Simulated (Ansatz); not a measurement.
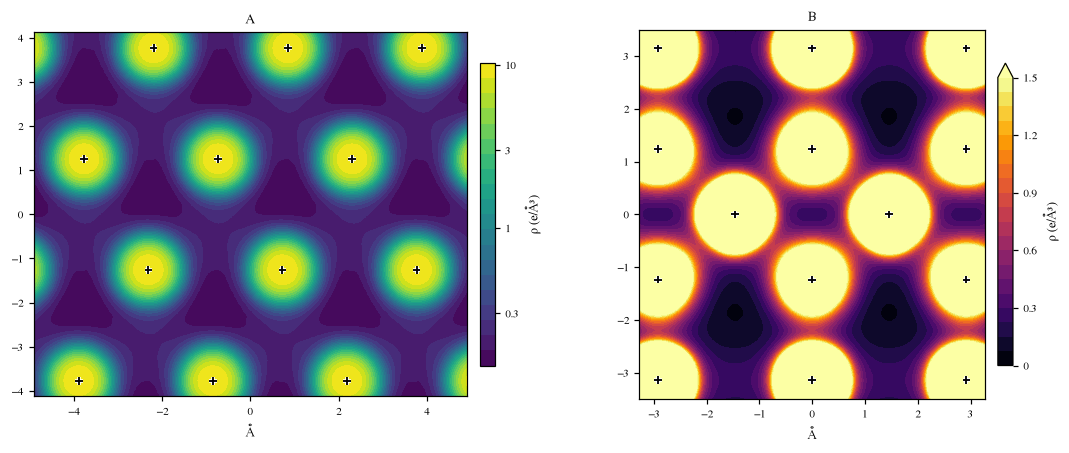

The valence pseudo-density of 2 systems, each on a plane through atoms (crosses mark nuclei in the plane).

Level of theory: DFT PBE, scalar-relativistic, plane waves, PAW in Ansatz 0.2.0.

System 1: CrO₂, the (11̄0) plane of the conventional cell. Space group P4₂/mnm; spin-polarised.

```
CELL_PARAMETERS angstrom
4.44435 0.00000 0.00000
0.00000 4.44435 0.00000
0.00000 0.00000 2.92099
ATOMIC_POSITIONS crystal
Cr 0.00000 0.00000 0.00000
Cr 0.50000 0.50000 0.50000
O 0.30359 0.30359 0.00000
O 0.19641 0.80359 0.50000
O 0.69641 0.69641 0.00000
O 0.80359 0.19641 0.50000
```

System 2: Ti, the (100) plane of the calculation cell. Space group P-1; computed pressure about −4 GPa in this cell; computed without spin polarisation.

> Which map belongs to which system?

Panel A is system 2, Ti: the plane holds Ti. Ti–Ti (2.97 Å): ρ is about 0.18 e/Å³ halfway. Panel B is system 1, CrO₂: the plane holds Cr and O. Cr–O (1.91 Å): ρ at the midpoint is about 0.75 e/Å³.
